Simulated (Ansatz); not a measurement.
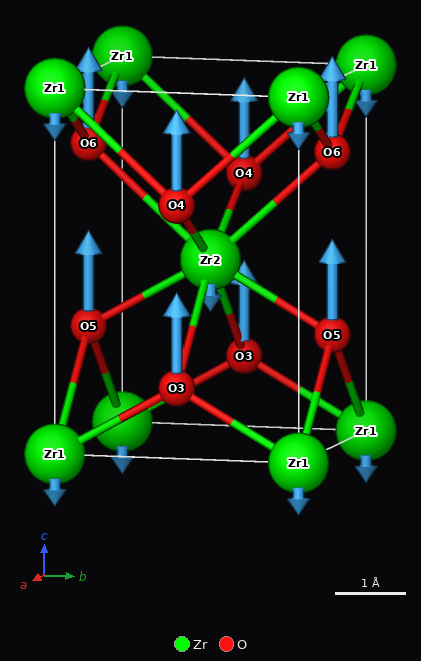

One vibrational mode of solid ZrO$_{2}$ at the zone centre. The blue arrows give the relative displacements of the atoms. Style: ball-and-stick. Shown: the cell of the calculation, slightly off an axis.

Level of theory: DFT PBE, scalar-relativistic, plane waves, PAW in Ansatz 0.2.0. (plane-wave cutoff 420 eV; k-point mesh 6 × 6 × 4; occupations gaussian; smearing width 0.05 eV; no spin polarisation)

Frequencies are those without the non-analytic (LO–TO) term.

### Give the symmetry, activity and frequency of this mode.

This is the A₂u mode at 320 cm⁻¹, optical level 5 of 10, counted from below, infrared-active by symmetry. The O sublattice moves against the Zr sublattice, along c; the kinetic energy is shared as O 74 %, Zr 26 %.
